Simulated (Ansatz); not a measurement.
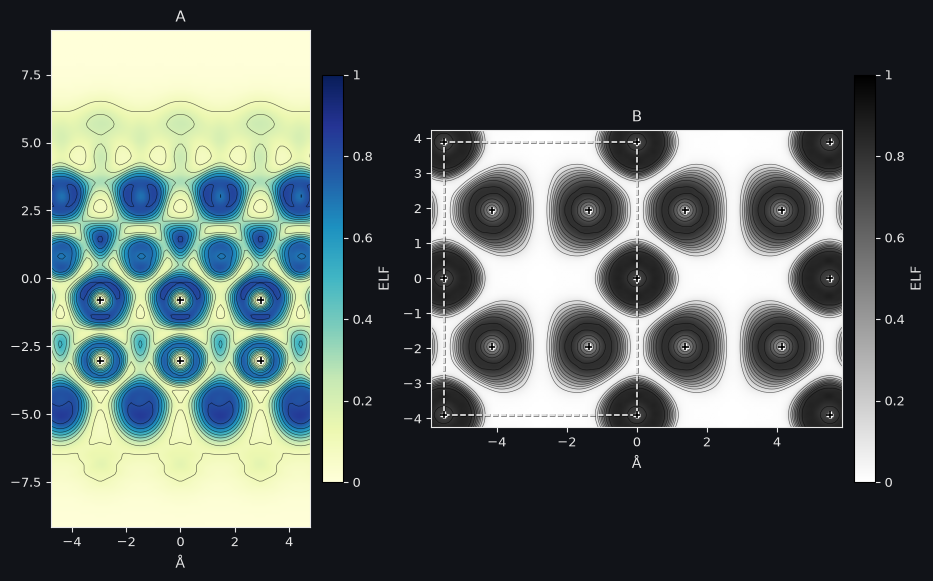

The electron localisation function of 2 systems, each on a plane through atoms (crosses mark nuclei in the plane).

Computed with DFT PBE, scalar-relativistic, plane waves, PAW (Ansatz 0.2.0).

System 1: CaF$_{2}$, the (011) plane of the conventional cell. Space group Fm-3m.

```cif
data_structure
_symmetry_space_group_name_H-M 'P 1'
_symmetry_Int_Tables_number 1
_cell_length_a 5.5104
_cell_length_b 5.5104
_cell_length_c 5.5104
_cell_angle_alpha 90.000
_cell_angle_beta 90.000
_cell_angle_gamma 90.000
_cell_volume 167.32
loop_
_atom_site_label
_atom_site_type_symbol
_atom_site_fract_x
_atom_site_fract_y
_atom_site_fract_z
_atom_site_occupancy
Ca1 Ca 0.00000 0.00000 0.00000 1
Ca2 Ca 0.50000 0.50000 0.00000 1
Ca3 Ca 0.50000 0.00000 0.50000 1
Ca4 Ca 0.00000 0.50000 0.50000 1
F1 F 0.25000 0.25000 0.25000 1
F2 F 0.75000 0.75000 0.25000 1
F3 F 0.75000 0.25000 0.75000 1
F4 F 0.25000 0.75000 0.75000 1
F5 F 0.75000 0.25000 0.25000 1
F6 F 0.25000 0.75000 0.25000 1
F7 F 0.25000 0.25000 0.75000 1
F8 F 0.75000 0.75000 0.75000 1
```

System 2: TaN (slab), the (010) plane of the calculation cell, a cut from vacuum to vacuum. Not relaxed (largest force 1.8 eV/Å).

```xyz
12
Lattice="2.9502 0.0000 0.0000 -1.4751 3.8633 0.0000 0.0000 0.0000 31.9015" Properties=species:S:1:pos:R:3 pbc="T T T"
Ta    0.0000    3.3397   11.0000
N     1.4751    1.6897   11.3193
Ta    0.0000    1.1661   12.9163
N     0.0000    3.3794   13.2359
Ta    1.4751    2.8558   14.8329
N     0.0000    1.2058   15.1523
Ta    1.4751    0.6823   16.7492
N     1.4751    2.8955   17.0686
Ta    0.0000    2.3719   18.6656
N     1.4751    0.7219   18.9852
Ta    0.0000    0.1983   20.5822
N     0.0000    2.4116   20.9015
```

> Match each panel to its system.

Panel A is system 2, TaN: the plane holds Ta and N. Ta–N (2.24 Å): the ELF peaks at about 0.80 in the valence shell of N, 0.6 Å from its nucleus, and is about 0.20 at the midpoint; no shared electron pair shows on this line. Panel B is system 1, CaF$_{2}$: the plane holds Ca and F. Ca–F (2.39 Å): the ELF is about 0.05 at the midpoint; a largely ionic contact.
